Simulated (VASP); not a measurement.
# A VASP study of CdS (Greenockite) (PBE): structure first, properties next, part 2 of 5

Aim: relax CdS (Greenockite), then compute properties on the relaxed cell. The start is a cell from a database of measured crystal structures.

VASP 6.6.1; PBE; plane waves and PAW (Cd, S).

So far, gap on the k-mesh (eV): step 3 (relaxing cell and atoms (PBE)) 1.12. The relaxed cell has a = 4.190, c = 6.827 Å (conventional setting).

**4. Second relaxation**

The basis stayed that of the start cell while the cell moved. A rerun from the cell reached resets it; the error of the finite cutoff stays.

INCAR reads:

```
SYSTEM = CdS
PREC = Accurate
ENCUT = 400
EDIFF = 1E-06
NELM = 100
ISMEAR = 0
SIGMA = 0.05
LREAL = .FALSE.
ALGO = Normal
GGA = PE
NBANDS = 24
LORBIT = 11
LWAVE = .FALSE.
LCHARG = .FALSE.
KPAR = 4
IBRION = 2
NSW = 60
ISIF = 3
EDIFFG = -0.01
```

POSCAR reads:

```
CdS
1.0
    4.1897081241      0.0000000000      0.0000000000
   -2.0948540621      3.6283936700      0.0000000000
    0.0000000000      0.0000000000      6.8272081904
Cd S
2 2
Direct
    0.6666666667      0.3333333333      0.9995203045
    0.3333333333      0.6666666667      0.4995203045
    0.6666666667      0.3333333333      0.3754796955
    0.3333333333      0.6666666667      0.8754796955
```

KPOINTS reads:

```
Automatic mesh
0
Gamma
6 6 4
0 0 0
```

The projector-augmented-wave data sets are Cd and S (PBE family, release 64).

On the command line:

```bash
mpirun -np 4 vasp_std
```

Log:

```text
[... set-up lines as in an earlier step ...]
 entering main loop
       N       E                     dE             d eps       ncg     rms          rms(c)
DAV:   1     0.211761881965E+03    0.21176E+03   -0.15237E+04  1008   0.111E+03
DAV:   2    -0.277447517093E+01   -0.21454E+03   -0.20908E+03  1168   0.308E+02
DAV:   3    -0.132956886705E+02   -0.10521E+02   -0.10489E+02  1240   0.699E+01
DAV:   4    -0.133933312134E+02   -0.97643E-01   -0.97619E-01  1184   0.654E+00
DAV:   5    -0.133951122390E+02   -0.17810E-02   -0.17809E-02  1264   0.849E-01    0.105E+01
DAV:   6    -0.123116063104E+02    0.10835E+01   -0.22715E+00  1344   0.150E+01    0.840E+00
DAV:   7    -0.122934436320E+02    0.18163E-01   -0.74143E-01  1112   0.473E+00    0.397E+00
DAV:   8    -0.122914303624E+02    0.20133E-02   -0.91163E-02  1152   0.305E+00    0.485E-01
DAV:   9    -0.122896558995E+02    0.17745E-02   -0.17127E-02  1296   0.159E+00    0.139E-01
DAV:  10    -0.122899343831E+02   -0.27848E-03   -0.13604E-03  1168   0.354E-01    0.117E-01
DAV:  11    -0.122900708748E+02   -0.13649E-03   -0.22994E-04  1248   0.108E-01    0.949E-02
DAV:  12    -0.122900864759E+02   -0.15601E-04   -0.15886E-04  1096   0.792E-02    0.152E-02
DAV:  13    -0.122900871595E+02   -0.68364E-06   -0.14180E-05  1256   0.279E-02    0.800E-03
DAV:  14    -0.122900881388E+02   -0.97923E-06   -0.25813E-06   904   0.137E-02
   1 F= -.12290088E+02 E0= -.12290088E+02  d E =-.122901E+02
 curvature:   0.00 expect dE= 0.000E+00 dE for cont linesearch  0.000E+00
 trial: gam= 0.00000 g(F)=  0.111E-04 g(S)=  0.104E-03 ort = 0.000E+00 (trialstep = 0.100E+01)
 search vector abs. value=  0.115E-03
 bond charge predicted
       N       E                     dE             d eps       ncg     rms          rms(c)
DAV:   1    -0.122913836971E+02   -0.12965E-02   -0.29683E-02  1088   0.172E+00    0.276E-01
DAV:   2    -0.122902835351E+02    0.11002E-02   -0.31333E-03  1112   0.664E-01    0.923E-02
DAV:   3    -0.122901714942E+02    0.11204E-03   -0.31013E-04  1120   0.148E-01    0.799E-02
DAV:   4    -0.122901492117E+02    0.22283E-04   -0.18532E-05  1048   0.311E-02    0.205E-02
DAV:   5    -0.122901433491E+02    0.58625E-05   -0.89977E-06  1160   0.335E-02    0.557E-03
DAV:   6    -0.122901429293E+02    0.41982E-06   -0.88602E-07   584   0.895E-03
   2 F= -.12290143E+02 E0= -.12290143E+02  d E =-.547906E-04
 trial-energy change:   -0.000055  1 .order   -0.000054   -0.000115    0.000007
 step:   0.9438(harm=  0.9438)  dis= 0.00034  next Energy=   -12.290142 (dE=-0.543E-04)
 reached required accuracy - stopping structural energy minimisation
```

Elapsed: 23 s, on 4 MPI ranks of AMD EPYC 7R43, shared host; peak memory 0.7 GiB.

Parts of OUTCAR (step 4):

```text
  LATTYP: Found a hexagonal cell.
 ALAT       =     4.1897081241
 C/A-ratio  =     1.6295188085

 Found     21 irreducible k-points:

   ENCUT  =  400.0 eV  29.40 Ry    5.42 a.u.   6.83  6.83 11.13*2*pi/ulx,y,z

   NELECT =      36.0000    total number of electrons

 E-fermi :   1.1800

 k-point     1 :       0.0000    0.0000    0.0000
  band No.  band energies     occupation
    ...
     14       0.2318      2.00000
     15       0.2318      2.00000
     16       0.8848      2.00000
     17       0.9282      2.00000
     18       0.9282      2.00000
     19       2.0394      0.00000
     20       3.6727      0.00000
     21       7.4115      0.00000
     22       7.4115      0.00000
     23       7.6943      0.00000
    ...

 k-point     2 :       0.1667    0.0000    0.0000
  band No.  band energies     occupation
    ...
     14      -0.6862      2.00000
     15      -0.2456      2.00000
     16      -0.0610      2.00000
     17       0.7005      2.00000
     18       0.7542      2.00000
     19       3.1715      0.00000
     20       4.5088      0.00000
     21       6.7044      0.00000
     22       7.7163      0.00000
     23       7.7600      0.00000
    ...

  Total       -0.0027933     -0.0027933     -0.0195070      0.0000000      0.0000000      0.0000000
  in kB       -0.0430377     -0.0430377     -0.3005531      0.0000000      0.0000000      0.0000000
  external PRESSURE =      -0.1288761 kB  Pullay stress =       0.0000000 kB

  energy-cutoff  :      400.00
  volume of cell :      103.99
      direct lattice vectors                 reciprocal lattice vectors
     4.192587675 -0.000000000  0.000000000     0.238516181  0.137707381  0.000000000
    -2.096293838  3.630887434  0.000000000     0.000000000  0.275414762  0.000000000
     0.000000000  0.000000000  6.831000001     0.000000000  0.000000000  0.146391451

 POSITION                                       TOTAL-FORCE (eV/Angst)
 -----------------------------------------------------------------------------------
      2.09629      1.21030      6.82736         0.000000     -0.000000     -0.005360
     -0.00000      2.42059      3.41186        -0.000000      0.000000     -0.005360
      2.09629      1.21030      2.56527         0.000000      0.000000      0.005360
     -0.00000      2.42059      5.98077         0.000000     -0.000000      0.005360
 -----------------------------------------------------------------------------------
    total drift:                               -0.000000     -0.000001     -0.000693

  FREE ENERGIE OF THE ION-ELECTRON SYSTEM (eV)
  ---------------------------------------------------
  free  energy   TOTEN  =       -12.2901429293 eV

  energy  without entropy=      -12.2901429293  energy(sigma->0) =      -12.29014293

 total charge
# of ion       s       p       d       tot
------------------------------------------
    1        0.417   0.299   9.561  10.277
    2        0.417   0.299   9.561  10.277
    3        1.325   2.383   0.000   3.708
    4        1.325   2.383   0.000   3.708
--------------------------------------------------
tot          3.483   5.365  19.122  27.970

[... 6 parts as in an earlier step ...]

[... 6 further parts left out ...]
```

CONTCAR:

```
CdS
   1.00000000000000
     4.1925876749945603   -0.0000000000000397    0.0000000000000000
    -2.0962938375473490    3.6308874342263797    0.0000000000000000
     0.0000000000000000    0.0000000000000000    6.8310000014804571
  Cd              S
     2     2
Direct
     0.6666666667000030    0.3333333332999970    0.9994667924158227
     0.3333333332999970    0.6666666667000030    0.4994667924158226
     0.6666666667000030    0.3333333332999970    0.3755332075841774
     0.3333333332999970    0.6666666667000030    0.8755332075841773
```

Little changed from the start: no atom moved by 0.005 Å and no cell edge by 0.1 %.

Numbers from this step:

| Quantity | Value |
| --- | --- |
| free energy (TOTEN) | -12.29 eV |
| Fermi energy | 1.18 eV |
| pressure | -0.01289 GPa |
| SCF cycles over all ionic steps | 20 |
| gap on the k-mesh | 1.111 eV |
| least direct gap on the k-mesh | 1.111 eV |

It ends with a largest force of 0.005 eV/Å and a pressure of -0.01 GPa.

**5. Density, ELF and potential (PBE)**

The relaxed cell gets a fresh self-consistent run, on a basis set for its own volume, to fix the density and to check the remaining stress.

Changes to INCAR since step 4:

```diff
@@ -13,7 +13,5 @@
 LWAVE = .FALSE.
-LCHARG = .FALSE.
-KPAR = 4
-IBRION = 2
-NSW = 60
-ISIF = 3
-EDIFFG = -0.01
+LCHARG = .TRUE.
+ISIF = 2
+LELF = .TRUE.
+LVHAR = .TRUE.
```

POSCAR reads:

```
CdS
1.0
    4.1925876750      0.0000000000      0.0000000000
   -2.0962938375      3.6308874342      0.0000000000
    0.0000000000      0.0000000000      6.8310000015
Cd S
2 2
Direct
    0.6666666667      0.3333333333      0.9994667924
    0.3333333333      0.6666666667      0.4994667924
    0.6666666667      0.3333333333      0.3755332076
    0.3333333333      0.6666666667      0.8755332076
```

KPOINTS is that of step 4.

On the command line:

```bash
mpirun -np 4 vasp_std
```

Log:

```text
[banner, memory and clock lines left out]
running    4 mpi-ranks, on    1 nodes
 distrk:  each k-point on    4 cores,    1 groups
 distr:  one band on    1 cores,    4 groups

 POSCAR found type information on POSCAR CdS
 POSCAR found :  2 types and       4 ions
 LDA part: xc-table for (Slater+PW92), standard interpolation
 POSCAR, INCAR and KPOINTS ok, starting setup
 FFT: planning ... GRIDC
 FFT: planning ... GRID_SOFT
 FFT: planning ... GRID
 WAVECAR not read
 entering main loop
       N       E                     dE             d eps       ncg     rms          rms(c)
DAV:   1     0.209368856155E+03    0.20937E+03   -0.15364E+04  1016   0.111E+03
DAV:   2    -0.293927151758E+01   -0.21231E+03   -0.20683E+03  1176   0.305E+02
DAV:   3    -0.132988017762E+02   -0.10360E+02   -0.10324E+02  1248   0.696E+01
DAV:   4    -0.133949125983E+02   -0.96111E-01   -0.96081E-01  1192   0.650E+00
DAV:   5    -0.133966630682E+02   -0.17505E-02   -0.17504E-02  1256   0.836E-01    0.104E+01
DAV:   6    -0.123122101176E+02    0.10845E+01   -0.22743E+00  1344   0.149E+01    0.837E+00
DAV:   7    -0.122940873664E+02    0.18123E-01   -0.73889E-01  1120   0.471E+00    0.397E+00
DAV:   8    -0.122921576723E+02    0.19297E-02   -0.90677E-02  1136   0.304E+00    0.482E-01
DAV:   9    -0.122903641360E+02    0.17935E-02   -0.17124E-02  1288   0.159E+00    0.138E-01
DAV:  10    -0.122906485229E+02   -0.28439E-03   -0.13605E-03  1184   0.353E-01    0.117E-01
DAV:  11    -0.122907893198E+02   -0.14080E-03   -0.23934E-04  1200   0.110E-01    0.944E-02
DAV:  12    -0.122908008844E+02   -0.11565E-04   -0.16365E-04  1072   0.824E-02    0.146E-02
DAV:  13    -0.122908016491E+02   -0.76473E-06   -0.14466E-05  1280   0.277E-02    0.791E-03
DAV:  14    -0.122908026142E+02   -0.96508E-06   -0.22964E-06   888   0.126E-02
   1 F= -.12290803E+02 E0= -.12290803E+02  d E =-.380647E-14
```

Wall time 19 s (4 MPI ranks); peak memory 0.4 GiB.

OUTCAR, selected parts (step 5):

```text
  LATTYP: Found a hexagonal cell.
 ALAT       =     4.1925876750
 C/A-ratio  =     1.6293040315

 Found     21 irreducible k-points:

   ENCUT  =  400.0 eV  29.40 Ry    5.42 a.u.   6.84  6.84 11.14*2*pi/ulx,y,z

   NELECT =      36.0000    total number of electrons

 E-fermi :   1.1802

 k-point     1 :       0.0000    0.0000    0.0000
  band No.  band energies     occupation
    ...
     14       0.2320      2.00000
     15       0.2320      2.00000
     16       0.8851      2.00000
     17       0.9285      2.00000
     18       0.9285      2.00000
     19       2.0394      0.00000
     20       3.6728      0.00000
     21       7.4116      0.00000
     22       7.4116      0.00000
     23       7.6944      0.00000
    ...

 k-point     2 :       0.1667    0.0000    0.0000
  band No.  band energies     occupation
    ...
     14      -0.6861      2.00000
     15      -0.2454      2.00000
     16      -0.0607      2.00000
     17       0.7008      2.00000
     18       0.7544      2.00000
     19       3.1716      0.00000
     20       4.5089      0.00000
     21       6.7044      0.00000
     22       7.7163      0.00000
     23       7.7600      0.00000
    ...

  Total       -0.0084822     -0.0084822     -0.0257806      0.0000000      0.0000000      0.0000000
  in kB       -0.1306896     -0.1306896     -0.3972137      0.0000000      0.0000000      0.0000000
  external PRESSURE =      -0.2195310 kB  Pullay stress =       0.0000000 kB

  energy-cutoff  :      400.00
  volume of cell :      103.99
      direct lattice vectors                 reciprocal lattice vectors
     4.192587675  0.000000000  0.000000000     0.238516181  0.137707381  0.000000000
    -2.096293838  3.630887434  0.000000000     0.000000000  0.275414762  0.000000000
     0.000000000  0.000000000  6.831000001     0.000000000  0.000000000  0.146391451

 POSITION                                       TOTAL-FORCE (eV/Angst)
 -----------------------------------------------------------------------------------
      2.09629      1.21030      6.82736         0.000000      0.000000     -0.005407
     -0.00000      2.42059      3.41186        -0.000000     -0.000000     -0.005407
      2.09629      1.21030      2.56527        -0.000000     -0.000000      0.005407
     -0.00000      2.42059      5.98077         0.000000      0.000000      0.005407
 -----------------------------------------------------------------------------------
    total drift:                               -0.000000     -0.000001     -0.000510

  FREE ENERGIE OF THE ION-ELECTRON SYSTEM (eV)
  ---------------------------------------------------
  free  energy   TOTEN  =       -12.2908026142 eV

  energy  without entropy=      -12.2908026142  energy(sigma->0) =      -12.29080261

 total charge
# of ion       s       p       d       tot
------------------------------------------
    1        0.417   0.299   9.561  10.277
    2        0.417   0.299   9.561  10.277
    3        1.325   2.383   0.000   3.708
    4        1.325   2.383   0.000   3.708
--------------------------------------------------
tot          3.483   5.365  19.123  27.970

[... 5 parts as in an earlier step ...]

[... 6 further parts left out ...]
```

This step gave:

```yaml
electronic_steps: 14
fermi_energy: 1.180 eV
pressure: -0.02195 GPa
```

Valence electrons inside each PAW sphere by angular momentum. Sphere charges, by row:

```
atom  s (e)  p (e)  d (e)  tot (e)
 Cd1  0.417  0.299  9.561    10.28
 Cd2  0.417  0.299  9.561    10.28
  S3  1.325  2.383      0    3.708
  S4  1.325  2.383      0    3.708
```

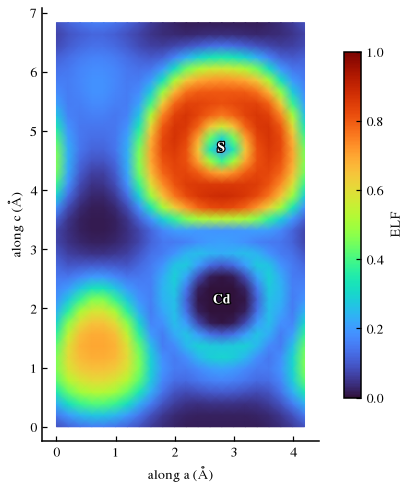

ELF in the ac plane at fractional y = 0.333, with atoms of Cd and S within 0.2 Å of it. It is the smooth field of the valence electrons, not physical close to the nuclei. The map starts off the cell's origin, so that atoms lie inside it.

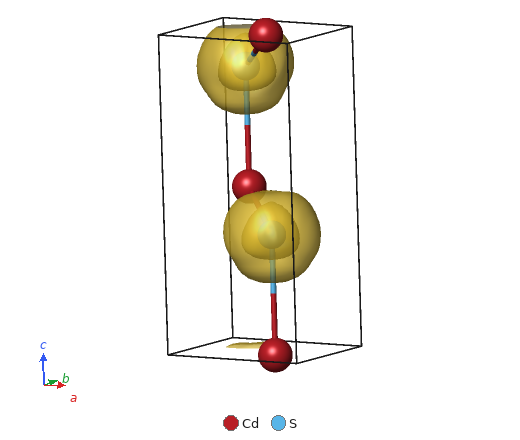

Surface of ELF = 0.81.

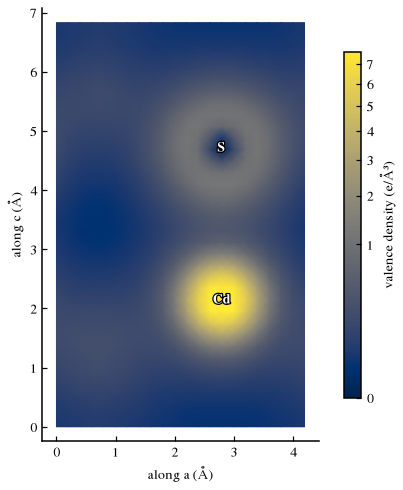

Valence density in the ac plane at fractional y = 0.333, with atoms of Cd and S within 0.2 Å of it. It is the smooth field of the valence electrons, not physical close to the nuclei. The map starts off the cell's origin, so that atoms lie inside it. The colour scale is stretched toward low values.

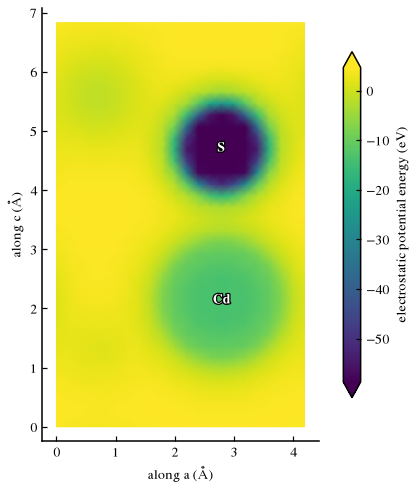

Electrostatic potential energy in the ac plane at fractional y = 0.333, with atoms of Cd and S within 0.2 Å of it. With pseudopotentials it is smooth inside the atoms' cores, unlike the true potential. The map starts off the cell's origin, so that atoms lie inside it.

In this run the pressure is -0.02 GPa, small enough to go on.

(Continued in part 3 of 5.)

[Lines on the potential files, build, host, timing and source positions are cut from VASP's logs without a mark.]

[Logs are printed without paths, hosts, clocks, repeated set-up lines and the standing remarks that a program may print on its own settings, such as how far it seeks lower states.]

[Hosts, paths, dates, database ids (printed as entryN), source tags and the programs' standing remarks are cut or masked in the printed files.]

[A measured line is paired with the nearest computed mode of its activity, which favours agreement.]
